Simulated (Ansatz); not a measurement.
# GaN: what the fields show

The calculation's input:

```
crystal:
  lattice:
    - [3.1825784872, 0.0, 0.0]
    - [-1.5912892436, 2.7561938194, 0.0]
    - [0.0, 0.0, 5.1854260795]
  atoms:
    - { symbol: Ga, position: [0.3568991308, 0.6666666667, 0.9991941071] }
    - { symbol: Ga, position: [0.6431008692, 0.3333333333, 0.4991941071] }
    - { symbol: "N", position: [0.3139888182, 0.6666666667, 0.3758058929] }
    - { symbol: "N", position: [0.6860111818, 0.3333333333, 0.8758058929] }
basis:
  ecutwfc: 420
kpoints:
  mp_grid: { grid: [12, 12, 6] }
hamiltonian:
  xc: pbesol
scf:
  occupations: { method: gaussian, width: 0.05 }
output:
  forces: true
  stress: true
  eigenvalues: true
  write_density: true
  write_potential: true
  elf: true
  volumetric_format: npy
```

Run with:

```sh
ansatz run input.yaml --threads 2 --pin off --max-ram 5120MiB --backend cpu --events-out ev --progress --plain --runs-dir out
```

Below, planes, directions and counts refer to the conventional cell (a = 3.18 Å, b = 5.19 Å, c = 3.18 Å, α = 90.00°, β = 120.00°, γ = 90.00°).

Space group P2₁; not relaxed (largest force 0.4 eV/Å).

These are results of DFT PBEsol, scalar-relativistic, plane waves, PAW (Ansatz 0.2.0), not measurements.

The density is the valence pseudo-density of a PAW calculation; it isn't the true density close to the nuclei.

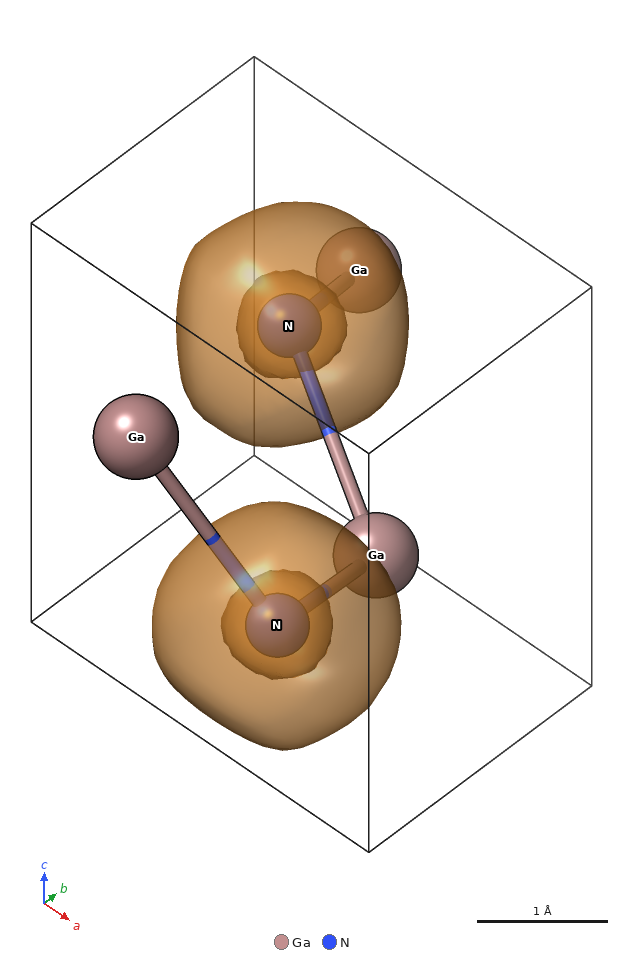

Figure 1. Isosurface of the ELF at 0.65 (orange), seen slightly off an axis. Only the valence region is drawn (cores and ρ < 0.01 e/Å³ removed). Sticks mark near contacts.

Q: Where are the electrons localised?

A: The surface consists of two regions wrapped around N (the valence shell of each), counted in one cell of 4 atoms. Regions shared between cells count once. Along the contacts the grid gives the following. Ga–N (1.93 Å): the ELF peaks at about 0.85 in the valence shell of N, 0.7 Å from its nucleus, and is about 0.50 at the midpoint.

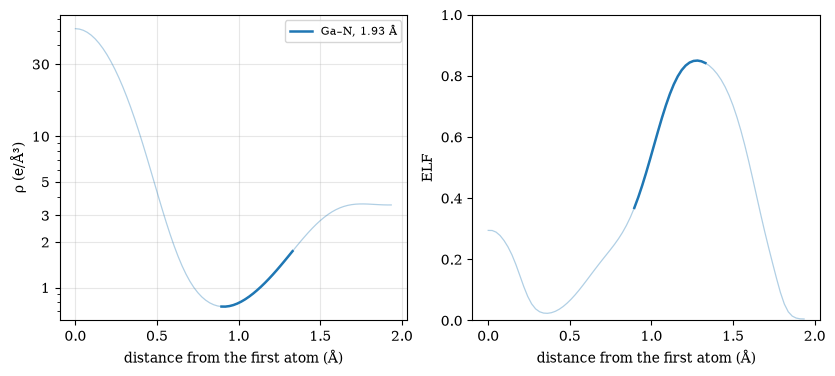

Figure 2. Valence charge density (pseudo) and ELF along straight lines between neighbouring atoms. Thin, pale parts lie inside the atomic spheres.

Q: What can be read from the curves?

A: Ga–N (1.93 Å): the density is about 0.77 e/Å³ at the midpoint; the ELF peaks at about 0.85 in the valence shell of N, 0.7 Å from its nucleus, and is about 0.50 at the midpoint.

Q: Does the calculation give a band gap?

A: It is gapped, with a Kohn–Sham gap of 1.8 eV on the k-point mesh, an upper bound to the gap of this method.
